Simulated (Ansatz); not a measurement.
## Electronic structure of SiO2 in real space

Input

```
crystal:
  lattice:
    - [-3.6216524029, 3.6216524029, 6.1070231435]
    - [3.6216524029, -3.6216524029, 6.1070231435]
    - [3.6216524029, 3.6216524029, -6.1070231435]
  atoms:
    - { symbol: Si, position: [0.0, 0.0, 0.0] }
    - { symbol: Si, position: [0.7878825046, 0.9936423258, 0.2057598211] }
    - { symbol: Si, position: [0.0063576742, 0.2121174954, 0.7942401789] }
    - { symbol: Si, position: [0.4178773165, 0.2121174954, 0.2057598211] }
    - { symbol: Si, position: [0.7878825046, 0.5821226835, 0.7942401789] }
    - { symbol: O, position: [0.2613350846, 0.0786699407, 0.1826651439] }
    - { symbol: O, position: [0.9213300593, 0.1039952033, 0.1826651439] }
    - { symbol: O, position: [0.9213300593, 0.7386649154, 0.8173348561] }
    - { symbol: O, position: [0.8960047967, 0.0786699407, 0.8173348561] }
    - { symbol: O, position: [0.7328777446, 0.7328777446, 0.0] }
    - { symbol: O, position: [0.2671222554, 0.2671222554, 0.0] }
    - { symbol: O, position: [0.5658820006, 0.0658820006, 0.1317640013] }
    - { symbol: O, position: [0.9341179994, 0.0658820006, 0.5] }
    - { symbol: O, position: [0.5658820006, 0.4341179994, 0.5] }
    - { symbol: O, position: [0.9341179994, 0.4341179994, 0.8682359987] }
kpoints:
  mp_grid: { grid: [4, 4, 4] }
hamiltonian:
  xc: r2scan
scf:
  occupations: { method: fermi_dirac, width: 0.02 }
relax:
  f_tol: 0.005
  cell: {}
output:
  write_density: true
  write_potential: true
  elf: true
  volumetric_format: npy
```

Below, planes, directions and counts refer to the conventional cell (a = 7.19 Å, b = 7.19 Å, c = 12.13 Å, α = 90.00°, β = 90.00°, γ = 90.00°).

The fields are those of the run's last geometry, not of the input's.

Space group I-4m2; a structure from a database of computed crystals, not necessarily the ambient phase; started from the database structure prototype, which need not be the ambient phase.

Computed with DFT, r2SCAN, plane waves, PAW (Ansatz).

In a PAW calculation such maps are meaningful between the atoms, not at the nuclei.

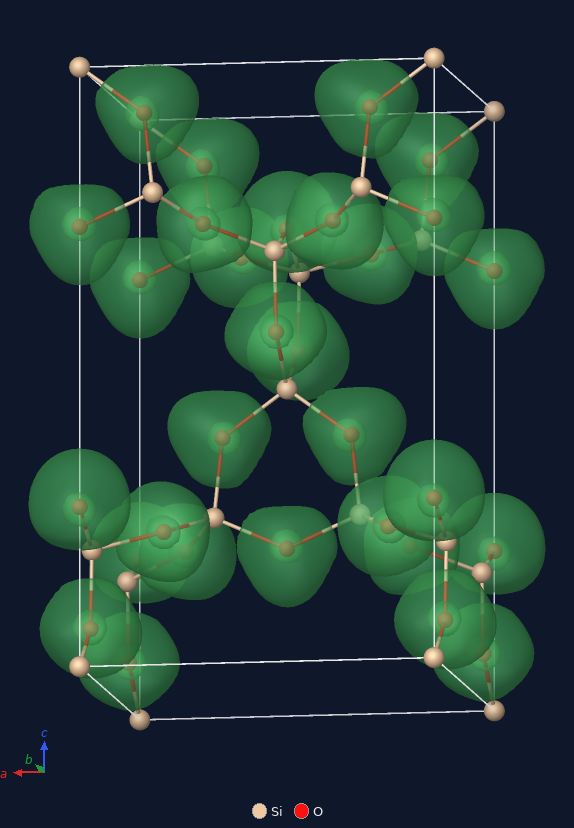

Figure 1. Isosurface of the electron localisation function at 0.65 (green), seen at an oblique angle. Core shells and regions of very low density are left out. Sticks mark near contacts.

Q: Describe the localisation domains.

A: The surface consists of 20 regions on O in which the atom's valence shell and bonds are merged, counted in one cell of 30 atoms. Any copies at cell faces, edges or corners count once. Profiles from the grid: Si–O (1.61 Å): the ELF peaks at about 0.85 between the atoms: a short, strongly polar bond.

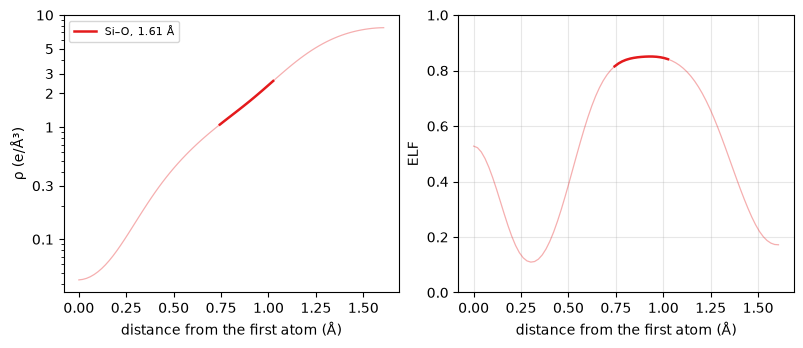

Figure 2. Valence pseudo-density and ELF along straight lines between neighbouring atoms. Thin, pale parts lie inside the atomic spheres.

Q: What can be read from the curves?

A: Si–O (1.61 Å): ρ is about 1.3 e/Å³ halfway; the ELF peaks at about 0.85 between the atoms: a short, strongly polar bond.

Q: Does the calculation give a band gap?

A: It is gapped, with a Kohn–Sham gap of 6.6 eV on the k-point mesh (the band edges may lie off the mesh, which would make the gap smaller).
